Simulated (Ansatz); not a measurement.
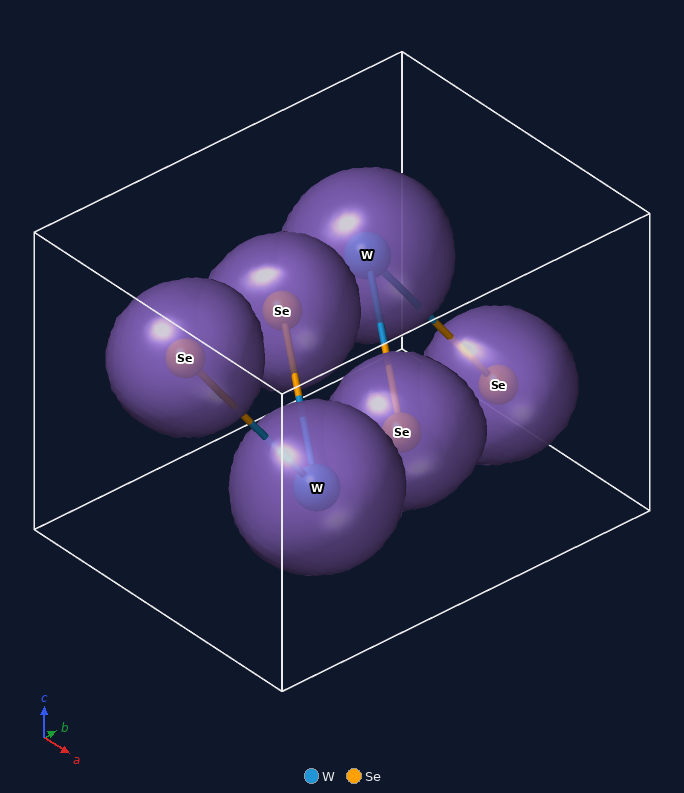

The picture shows: WSe$_{2}$. Isosurface of the valence charge density (pseudo) at 0.8 e/Å³ (purple), seen slightly off an axis. Sticks mark near contacts.

Space group P2₁/m.

These are results of DFT PBE+D3(BJ), scalar-relativistic, plane waves, PAW in Ansatz 0.2.0, not measurements.

In a PAW calculation such maps are meaningful between the atoms, not at the nuclei.

### How is the density connected at this value?

At this value the density breaks into separate islands; it holds about 70 % of the electrons treated as valence (semicore included). It bridges none of the near contacts. It is pinched off along the shortest W–Se (2.53 Å) contacts. On the grid the lowest density along these lines, outside the cores, is 0.55 e/Å³ (W–Se, 2.53 Å).
